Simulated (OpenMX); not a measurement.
## MgB$_{2}$: 7 runs along one coordinate

System: MgB$_{2}$ (P6/mmm, 3 atoms in the cell).
Method: Kohn-Sham DFT of a periodic cell, PBE, OpenMX 2013 PBE set, no spin polarisation (OpenMX 3.8.5).

The 7 runs differ only in the geometry, by an even scaling of the cell at fixed fractional positions. The structure derives from an entry of the Crystallography Open Database.

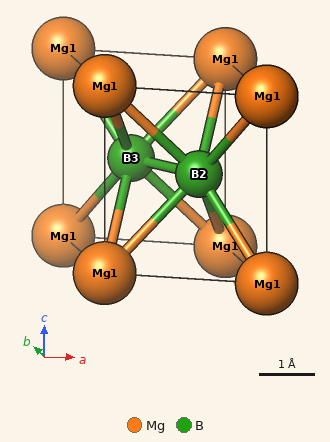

Figure 1. The structure of run 4 (ball-and-stick view of the cell of the calculation, seen slightly off an axis; atoms are numbered from 1 in the order of the input). An atom can appear more than once, as a periodic image.

## Input of run 4
```
System.CurrrentDirectory             ./
System.Name                          MgB2
DATA.PATH                            ./DFT_DATA13
level.of.stdout                      1
level.of.fileout                     1
Species.Number                       2
<Definition.of.Atomic.Species
  Mg  Mg7.0-s3p2             Mg_PBE13
  B   B7.0-s2p2              B_PBE13
Definition.of.Atomic.Species>

Atoms.Number                         3
Atoms.SpeciesAndCoordinates.Unit     FRAC
<Atoms.SpeciesAndCoordinates
    1  Mg    0.0000000000    0.0000000000    0.0000000000   4.000  4.000
    2  B     0.6666666667    0.3333333333    0.5000000000   1.500  1.500
    3  B     0.3333333333    0.6666666667    0.5000000000   1.500  1.500
Atoms.SpeciesAndCoordinates>

Atoms.UnitVectors.Unit               Ang
<Atoms.UnitVectors
     3.0850000000    0.0000000000    0.0000000000
    -1.5425000000    2.6716883707    0.0000000000
     0.0000000000    0.0000000000    3.5230000000
Atoms.UnitVectors>

scf.XcType                           GGA-PBE
scf.SpinPolarization                 off
scf.ElectronicTemperature            580.226
scf.energycutoff                     500.0
scf.maxIter                          100
scf.EigenvalueSolver                 band
scf.Kgrid                            11 11 9
scf.Mixing.Type                      rmm-diisk
scf.Init.Mixing.Weight               0.05
scf.Min.Mixing.Weight                0.001
scf.Max.Mixing.Weight                0.3
scf.Mixing.History                   25
scf.Mixing.StartPulay                8
scf.criterion                        1.0e-8
scf.stress.tensor                    on
MD.Type                              nomd
Band.dispersion                      on
Band.Nkpath                          9
<Band.kpath
   10   0.000000  0.000000  0.000000    0.500000  0.000000  0.000000  G M
    6   0.500000  0.000000  0.000000    0.333333  0.333333  0.000000  M K
   12   0.333333  0.333333  0.000000    0.000000  0.000000  0.000000  K G
    8   0.000000  0.000000  0.000000    0.000000  0.000000  0.500000  G A
   10   0.000000  0.000000  0.500000    0.500000  0.000000  0.500000  A L
    6   0.500000  0.000000  0.500000    0.333333  0.333333  0.500000  L H
   12   0.333333  0.333333  0.500000    0.000000  0.000000  0.500000  H A
    8   0.500000  0.000000  0.500000    0.500000  0.000000  0.000000  L M
    8   0.333333  0.333333  0.000000    0.333333  0.333333  0.500000  K H
Band.kpath>
```

Command:
```bash
openmx MgB2.dat -nt 1 > MgB2.std
```

Run 3 has the same physical settings and fractional positions; its lattice vectors (Å) are:
```
   3.064295    0.000000    0.000000
  -1.532147    2.653757    0.000000
   0.000000    0.000000    3.499355
```

## Results, with one run withheld

| run | volume per atom (Å³) | free energy per atom, from the lowest run given (meV) |
| --- | --- | --- |
| 1 | 9.098 | 23.66 |
| 2 | 9.292 | 11.61 |
| 3 | 9.485 | ? |
| 4 | 9.679 | 0.18 |
| 5 | 9.873 | 0.00 |
| 6 | 10.066 | 3.12 |
| 7 | 10.260 | 9.26 |

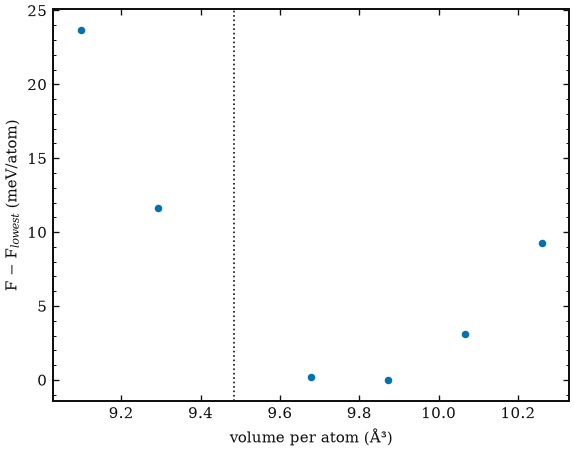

Figure 2. Free energy per atom of the runs given; the dotted line marks run 3.

What should run 3 give?

A cubic polynomial in V^(−2/3) (the Birch–Murnaghan form), fitted to the 6 runs given, misses them by at most 0.01 meV per atom. With x = V^(−2/3) − 0.21991 Å⁻², it reads F = 0.0071549 + 538.6 x + 2.0493e+05 x² − 1.9987e+05 x³ (meV per atom). At run 3 it gives 3.94 meV per atom, and the run itself gives 3.92. The fit has its minimum at 9.784 Å³ per atom, where V d²F/dV² gives 143 GPa. Cell shape and fractional positions are held, so this is the stiffness under even scaling; the relaxed bulk modulus wasn't computed.

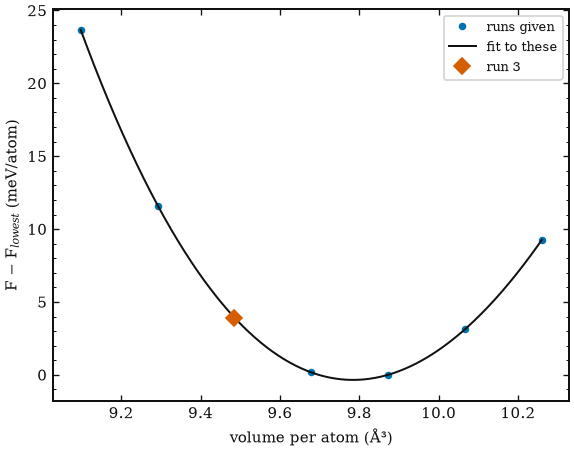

Figure 3. The fit and the withheld run.

## Some lines of the output (run 3)
```
[...]
  Cell_Volume =    192.033145029864 (Bohr^3)
        Total energy (Hartree) at MD = 1
   kloop=0
   kloop=1
   kloop=544
```

Notes: With a small basis of atomic orbitals these values can differ much from converged plane-wave results.
